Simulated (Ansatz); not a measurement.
System: HgSe, space group F-43m (No. 216).

Structure:
```cif
data_structure
_symmetry_space_group_name_H-M 'P 1'
_symmetry_Int_Tables_number 1
_cell_length_a 4.2978
_cell_length_b 4.2978
_cell_length_c 4.2978
_cell_angle_alpha 60.000
_cell_angle_beta 60.000
_cell_angle_gamma 60.000
_cell_volume 56.13
loop_
_atom_site_label
_atom_site_type_symbol
_atom_site_fract_x
_atom_site_fract_y
_atom_site_fract_z
_atom_site_occupancy
Hg1 Hg 0.00000 0.00000 0.00000 1
Se1 Se 0.75000 0.75000 0.75000 1
```

Calculation (Ansatz 0.2.0): plane-wave DFT, no spin polarisation; energies at scaled volumes of the given cell, shape and fractions fixed, counted from the fit's minimum, third-order Birch-Murnaghan fit. Level: HSE06.

- k mesh: 4×4×4
- occupations: Fermi–Dirac
- smearing width: 0.05 eV
- potentials: Ansatz PAW
- wave cutoff: 420 eV
- density cutoff: 1680 eV

What does the calculation give for the energy and pressure against volume? The volume takes the values 26.38, 26.94, 27.51, 28.07, 28.63, 29.19, 29.75 Å³/atom.

A third-order Birch–Murnaghan fit gives V0 = 29.70 Å³/atom, B0 = 49 GPa and B′ = 5.0. The energy falls from 71.62 meV/atom at volume 26.38 Å³/atom to 0.01 meV/atom at 29.75 Å³/atom. The pressure falls from 7.78 GPa at volume 26.38 Å³/atom to −0.11 GPa at 29.75 Å³/atom, and changes sign near 29.69 Å³/atom.

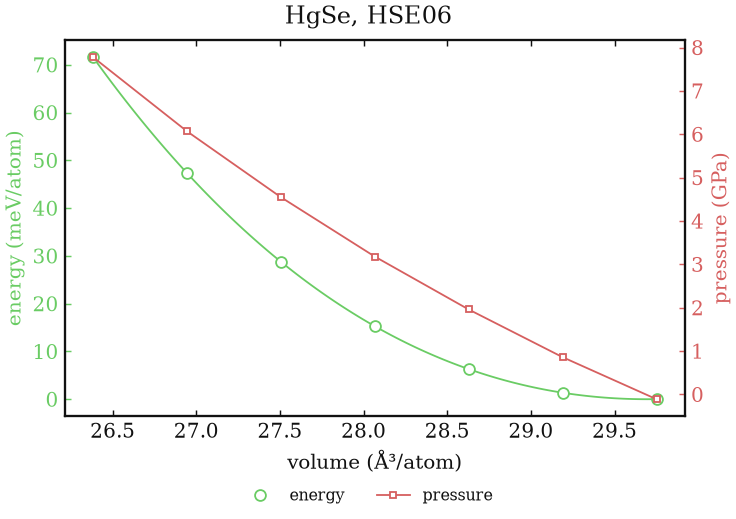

Keep in mind: coarse k mesh; the fit and the printed pressures don't fully agree, or the minimum lies near the end of the range; spin-orbit coupling left out, heavy elements.
